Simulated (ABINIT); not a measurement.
Dielectric calculation, with input and output: PtS$_{2}$ (part 2 of 3)

PtS$_{2}$ (3 atoms in the cell); Kohn-Sham DFT of a periodic cell, PBE, PseudoDojo NC SR PBE v0.4.1 standard, no spin polarisation (ABINIT 10.8.3); cutoff 952.4 eV, 4×4×4 k-mesh, fixed occupations. The structure derives from an entry of the Crystallography Open Database.

Geometry of the input (Å; fractional positions):
```
3.5432  0.0000  0.0000
-1.7716  3.0685  0.0000
0.0000  0.0000  5.0388
Pt 0.0000  0.0000  0.0000
S  0.6667  0.3333  0.7730
S  0.3333  0.6667  0.2270
```

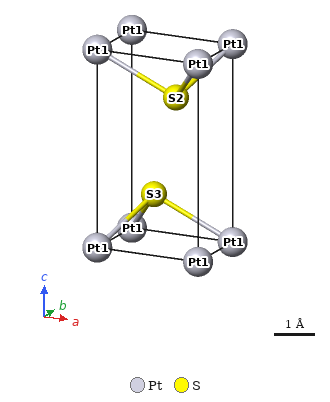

**Figure 1.** The structure (ball-and-stick view of the cell of the calculation, seen slightly off an axis; atoms are numbered from 1 in the order of the input). An atom can appear more than once, as a periodic image.

## Output, continued
```
 Integrated electronic density in atomic spheres:
 ------------------------------------------------
 Atom  Sphere_radius  Integrated_density
    1        2.00000         14.49089474
    2        2.00000          3.92221017
    3        2.00000          3.92221017
================================================================================

 ----iterations are completed or convergence reached----

 Mean square residual over all n,k,spin=   28.572E-21; max=  35.488E-19
 reduced coordinates (array xred) for    3 atoms
       0.000000000000      0.000000000000      0.000000000000
       0.666666666667      0.333333333333      0.773000000000
       0.333333333333      0.666666666667      0.227000000000
 rms dE/dt=  1.1657E-01; max dE/dt=  2.4729E-01; dE/dt below (all hartree)
    1       0.000000000000      0.000000000000      0.000000000000
    2      -0.000000000000     -0.000000000000      0.247289673646
    3       0.000000000000      0.000000000000     -0.247289673646

 cartesian coordinates (angstrom) at end:
    1      0.00000000000000     0.00000000000000     0.00000000000000
    2      1.77160000000000     1.02283373690000     3.89499240000000
    3     -0.00000000000000     2.04566747380000     1.14380760000000

 cartesian forces (hartree/bohr) at end:
    1      0.00000000000000     0.00000000000000    -0.00000000000000
    2      0.00000000000000     0.00000000000000    -0.02597048100661
    3     -0.00000000000000    -0.00000000000000     0.02597048100661
 frms,max,avg= 1.2242602E-02 2.5970481E-02   0.000E+00  0.000E+00  0.000E+00 h/b

 cartesian forces (eV/Angstrom) at end:
    1      0.00000000000000     0.00000000000000    -0.00000000000000
    2      0.00000000000000     0.00000000000000    -1.33545582761996
    3     -0.00000000000000    -0.00000000000000     1.33545582761996
 frms,max,avg= 6.2953991E-01 1.3354558E+00   0.000E+00  0.000E+00  0.000E+00 e/A
 length scales=  1.889726125908  1.889726125908  1.889726125908 bohr
              =  1.000000000000  1.000000000000  1.000000000000 angstroms
 Fermi (or HOMO) energy (hartree) =   0.27612   Average Vxc (hartree)=  -0.40243
 Eigenvalues (hartree) for nkpt=  10  k points:
 kpt#   1, nband= 15, wtk=  0.03125, kpt=  0.0000  0.0000  0.1250 (reduced coord)
  -3.37717   -1.69359   -1.69359   -1.68765   -0.28645   -0.17199    0.02603    0.02603
   0.03683    0.13863    0.13863    0.21720    0.24139    0.24139    0.27439
 prteigrs : prtvol=0 or 1, do not print more k-points.

--- !EnergyTerms
iteration_state     : {dtset: 1, }
comment             : Components of total free energy in Hartree
kinetic             :  4.50498278943879E+01
hartree             :  4.46855597573002E+01
xc                  : -3.01645163173194E+01
Ewald energy        : -8.93083634650549E+01
psp_core            :  3.61727539921566E+00
local_psp           : -1.37612899218436E+02
non_local_psp       :  1.10342390482043E+01
total_energy        : -1.52698876901702E+02
total_energy_eV     : -4.15514811869973E+03
band_energy         : -1.53353238066600E+01
...

 Cartesian components of stress tensor (hartree/bohr^3)
  sigma(1 1)= -3.80252297E-04  sigma(3 2)=  0.00000000E+00
  sigma(2 2)= -3.80252297E-04  sigma(3 1)=  0.00000000E+00
  sigma(3 3)= -2.91708221E-04  sigma(2 1)=  0.00000000E+00

-Cartesian components of stress tensor (GPa)         [Pressure=  1.0319E+01 GPa]
- sigma(1 1)= -1.11874088E+01  sigma(3 2)=  0.00000000E+00
- sigma(2 2)= -1.11874088E+01  sigma(3 1)=  0.00000000E+00
- sigma(3 3)= -8.58235217E+00  sigma(2 1)=  0.00000000E+00

================================================================================
== DATASET  2 ==================================================================

--- !DatasetInfo
iteration_state: {dtset: 2, }
dimensions: {natom: 3, nkpt: 32, mband: 15, nsppol: 1, nspinor: 1, nspden: 1, mpw: 3695, }
cutoff_energies: {ecut:  35.0, pawecutdg:  -1.0, }
electrons: {nelect:   3.00000000E+01, charge:   0.00000000E+00, occopt:   1.00000000E+00, tsmear:   1.00000000E-02, }
meta: {optdriver: 1, rfelfd: 2, }
...

 mkfilename : getwfk/=0, take file _WFK from output of DATASET   1.

 Exchange-correlation functional for the present dataset will be:
  GGA: Perdew-Burke-Ernzerhof functional - ixc=11
  J.P.Perdew, K.Burke, M.Ernzerhof, PRL 77, 3865 (1996)

 Real(R)+Recip(G) space primitive vectors, cartesian coordinates (Bohr,Bohr^-1):
 R(1)=  6.6956776  0.0000000  0.0000000  G(1)=  0.1493501  0.0862273  0.0000000
 R(2)= -3.3478388  5.7986269  0.0000000  G(2)=  0.0000000  0.1724546  0.0000000
 R(3)=  0.0000000  0.0000000  9.5219520  G(3)=  0.0000000  0.0000000  0.1050205
 Unit cell volume ucvol=  3.6969680E+02 bohr^3
 Angles (23,13,12)=  9.00000000E+01  9.00000000E+01  1.20000000E+02 degrees
 setup1 : take into account q-point for computing boxcut.

 getcut: wavevector=  0.0000  0.0000  0.0000  ngfft=  36  36  54
         ecut(hartree)=     35.000   => boxcut(ratio)=   2.01887
--------------------------------------------------------------------------------

 ==>  initialize data related to q vector <==

 The list of irreducible perturbations for this q vector is:
    1)    idir= 1    ipert=   4
    2)    idir= 2    ipert=   4
    3)    idir= 3    ipert=   4

================================================================================

--------------------------------------------------------------------------------
 Perturbation wavevector (in red.coord.)   0.000000  0.000000  0.000000
 Perturbation : derivative vs k along direction   1
 The set of symmetries contains only one element for this perturbation.
 symkpt : not enough symmetry to change the number of k points.

--------------------------------------------------------------------------------

--------------------------------------------------------------------------------

 Initialisation of the first-order wave-functions :
  ireadwf=   0

--- !BeginCycle
iteration_state: {dtset: 2, }
solver: {iscf: -3, nstep: 80, nline: 4, wfoptalg: 0, }
tolerances: {tolwfr: 1.00E-18, }
...

     iter   2DEtotal(Ha)        deltaE(Ha) residm    vres2
-ETOT  1  -34.471900918086     -3.447E+01 6.261E-01 0.000E+00
 ETOT  2  -35.333044783418     -8.611E-01 1.948E-01 0.000E+00
 ETOT  3  -35.414844148713     -8.180E-02 1.355E-02 0.000E+00
 ETOT  4  -35.426716175082     -1.187E-02 5.862E-03 0.000E+00
 ETOT  5  -35.428842260419     -2.126E-03 5.940E-04 0.000E+00
 ETOT  6  -35.429271955517     -4.297E-04 2.601E-04 0.000E+00
 ETOT  7  -35.429368199152     -9.624E-05 4.007E-05 0.000E+00
 ETOT  8  -35.429391491857     -2.329E-05 1.271E-05 0.000E+00
 ETOT  9  -35.429397549913     -6.058E-06 3.893E-06 0.000E+00
 ETOT 10  -35.429399215022     -1.665E-06 1.050E-06 0.000E+00
 ETOT 11  -35.429399693862     -4.788E-07 3.852E-07 0.000E+00
 ETOT 12  -35.429399836170     -1.423E-07 1.035E-07 0.000E+00
 ETOT 13  -35.429399879541     -4.337E-08 3.860E-08 0.000E+00
 ETOT 14  -35.429399893008     -1.347E-08 1.034E-08 0.000E+00
 ETOT 15  -35.429399897248     -4.240E-09 3.891E-09 0.000E+00
 ETOT 16  -35.429399898598     -1.350E-09 1.039E-09 0.000E+00
 ETOT 17  -35.429399899031     -4.335E-10 3.931E-10 0.000E+00
 ETOT 18  -35.429399899172     -1.403E-10 1.047E-10 0.000E+00
 ETOT 19  -35.429399899217     -4.568E-11 3.976E-11 0.000E+00
 ETOT 20  -35.429399899232     -1.469E-11 1.058E-11 0.000E+00
 ETOT 21  -35.429399899237     -5.166E-12 4.024E-12 0.000E+00
 ETOT 22  -35.429399899238     -1.442E-12 1.071E-12 0.000E+00
 ETOT 23  -35.429399899239     -5.116E-13 4.075E-13 0.000E+00
 ETOT 24  -35.429399899239     -1.634E-13 1.175E-13 0.000E+00
 ETOT 25  -35.429399899239     -6.395E-14 4.423E-14 0.000E+00
 ETOT 26  -35.429399899239     -3.553E-14 1.496E-14 0.000E+00
 ETOT 27  -35.429399899239      2.132E-14 5.629E-15 0.000E+00
 ETOT 28  -35.429399899239      3.553E-14 1.907E-15 0.000E+00
 ETOT 29  -35.429399899239     -3.553E-14 7.173E-16 0.000E+00
 ETOT 30  -35.429399899239      3.553E-14 2.434E-16 0.000E+00
 ETOT 31  -35.429399899239     -2.842E-14 9.151E-17 0.000E+00
 ETOT 32  -35.429399899239      2.842E-14 3.110E-17 0.000E+00
 ETOT 33  -35.429399899239     -1.421E-14 1.168E-17 0.000E+00
 ETOT 34  -35.429399899239      7.105E-15 3.975E-18 0.000E+00
 ETOT 35  -35.429399899239     -4.263E-14 1.492E-18 0.000E+00
 ETOT 36  -35.429399899239      4.263E-14 9.861E-19 0.000E+00

 At SCF step   36   max residual=  9.86E-19 < tolwfr=  1.00E-18 =>converged.
================================================================================

 ----iterations are completed or convergence reached----

 Mean square residual over all n,k,spin=   56.933E-20; max=  98.606E-20
 dfpt_looppert : ek2=    7.0446700101E+01
          f-sum rule ratio=    9.9112472065E-01
 Expectation of eigenvalue derivatives (hartree) for nkpt=  32  k points:
  (in case of degenerate eigenvalues, averaged derivative)
 kpt#   1, nband= 15, wtk=  0.03125, kpt=  0.0000  0.0000  0.1250 (reduced coord)
  -0.00000   -0.00000   -0.00000    0.00000   -0.00000    0.00000    0.00000    0.00000
  -0.00000   -0.00000   -0.00000   -0.00000    0.00000    0.00000   -0.00000
 prteigrs : prtvol=0 or 1, do not print more k-points.

 2DEtotal=   -0.3542939990E+02 Ha. Also 2DEtotal=   -0.964083085122E+03 eV
    (  non-var. 2DEtotal :   -3.5429399894E+01 Ha)

--------------------------------------------------------------------------------
 Perturbation wavevector (in red.coord.)   0.000000  0.000000  0.000000
 Perturbation : derivative vs k along direction   2
 The set of symmetries contains only one element for this perturbation.
 symkpt : not enough symmetry to change the number of k points.

--------------------------------------------------------------------------------

--------------------------------------------------------------------------------

 Initialisation of the first-order wave-functions :
  ireadwf=   0

--- !BeginCycle
iteration_state: {dtset: 2, }
solver: {iscf: -3, nstep: 80, nline: 4, wfoptalg: 0, }
tolerances: {tolwfr: 1.00E-18, }
...

     iter   2DEtotal(Ha)        deltaE(Ha) residm    vres2
-ETOT  1  -34.478754270935     -3.448E+01 6.261E-01 0.000E+00
 ETOT  2  -35.333527715058     -8.548E-01 1.948E-01 0.000E+00
 ETOT  3  -35.414872960035     -8.135E-02 1.355E-02 0.000E+00
 ETOT  4  -35.426717886739     -1.184E-02 5.862E-03 0.000E+00
 ETOT  5  -35.428842362194     -2.124E-03 5.940E-04 0.000E+00
 ETOT  6  -35.429271961081     -4.296E-04 2.601E-04 0.000E+00
 ETOT  7  -35.429368198815     -9.624E-05 4.007E-05 0.000E+00
 ETOT  8  -35.429391491156     -2.329E-05 1.271E-05 0.000E+00
 ETOT  9  -35.429397549190     -6.058E-06 3.893E-06 0.000E+00
 ETOT 10  -35.429399214297     -1.665E-06 1.050E-06 0.000E+00
 ETOT 11  -35.429399693138     -4.788E-07 3.852E-07 0.000E+00
 ETOT 12  -35.429399835446     -1.423E-07 1.035E-07 0.000E+00
 ETOT 13  -35.429399878817     -4.337E-08 3.860E-08 0.000E+00
 ETOT 14  -35.429399892283     -1.347E-08 1.034E-08 0.000E+00
 ETOT 15  -35.429399896523     -4.240E-09 3.891E-09 0.000E+00
 ETOT 16  -35.429399897873     -1.350E-09 1.039E-09 0.000E+00
 ETOT 17  -35.429399898307     -4.334E-10 3.931E-10 0.000E+00
 ETOT 18  -35.429399898447     -1.403E-10 1.047E-10 0.000E+00
 ETOT 19  -35.429399898492     -4.543E-11 3.976E-11 0.000E+00
 ETOT 20  -35.429399898508     -1.504E-11 1.058E-11 0.000E+00
 ETOT 21  -35.429399898512     -4.711E-12 4.024E-12 0.000E+00
 ETOT 22  -35.429399898514     -1.833E-12 1.071E-12 0.000E+00
 ETOT 23  -35.429399898515     -4.974E-13 4.075E-13 0.000E+00
 ETOT 24  -35.429399898515     -1.279E-13 1.175E-13 0.000E+00
 ETOT 25  -35.429399898515     -7.105E-14 4.423E-14 0.000E+00
 ETOT 26  -35.429399898515     -4.974E-14 1.496E-14 0.000E+00
 ETOT 27  -35.429399898515     -7.105E-14 5.629E-15 0.000E+00
 ETOT 28  -35.429399898515      0.000E+00 1.907E-15 0.000E+00
 ETOT 29  -35.429399898515      6.395E-14 7.173E-16 0.000E+00
 ETOT 30  -35.429399898515     -7.105E-14 2.434E-16 0.000E+00
 ETOT 31  -35.429399898515     -4.263E-14 9.151E-17 0.000E+00
 ETOT 32  -35.429399898515      2.842E-14 3.110E-17 0.000E+00
 ETOT 33  -35.429399898515      4.974E-14 1.168E-17 0.000E+00
 ETOT 34  -35.429399898515     -4.974E-14 3.975E-18 0.000E+00
 ETOT 35  -35.429399898515     -4.263E-14 1.492E-18 0.000E+00
 ETOT 36  -35.429399898515     -7.105E-15 9.861E-19 0.000E+00

 At SCF step   36   max residual=  9.86E-19 < tolwfr=  1.00E-18 =>converged.
================================================================================

 ----iterations are completed or convergence reached----

 Mean square residual over all n,k,spin=   57.307E-20; max=  98.606E-20
 dfpt_looppert : ek2=    7.0446700101E+01
          f-sum rule ratio=    9.9112472063E-01
 Expectation of eigenvalue derivatives (hartree) for nkpt=  32  k points:
  (in case of degenerate eigenvalues, averaged derivative)
 kpt#   1, nband= 15, wtk=  0.03125, kpt=  0.0000  0.0000  0.1250 (reduced coord)
  -0.00000   -0.00000   -0.00000    0.00000   -0.00000    0.00000    0.00000    0.00000
  -0.00000   -0.00000   -0.00000   -0.00000    0.00000    0.00000   -0.00000
 prteigrs : prtvol=0 or 1, do not print more k-points.

 2DEtotal=   -0.3542939990E+02 Ha. Also 2DEtotal=   -0.964083085102E+03 eV
    (  non-var. 2DEtotal :   -3.5429399893E+01 Ha)

--------------------------------------------------------------------------------
 Perturbation wavevector (in red.coord.)   0.000000  0.000000  0.000000
 Perturbation : derivative vs k along direction   3
 The set of symmetries contains only one element for this perturbation.
 symkpt : not enough symmetry to change the number of k points.

--------------------------------------------------------------------------------

--------------------------------------------------------------------------------

 Initialisation of the first-order wave-functions :
  ireadwf=   0

--- !BeginCycle
iteration_state: {dtset: 2, }
solver: {iscf: -3, nstep: 80, nline: 4, wfoptalg: 0, }
tolerances: {tolwfr: 1.00E-18, }
...
```
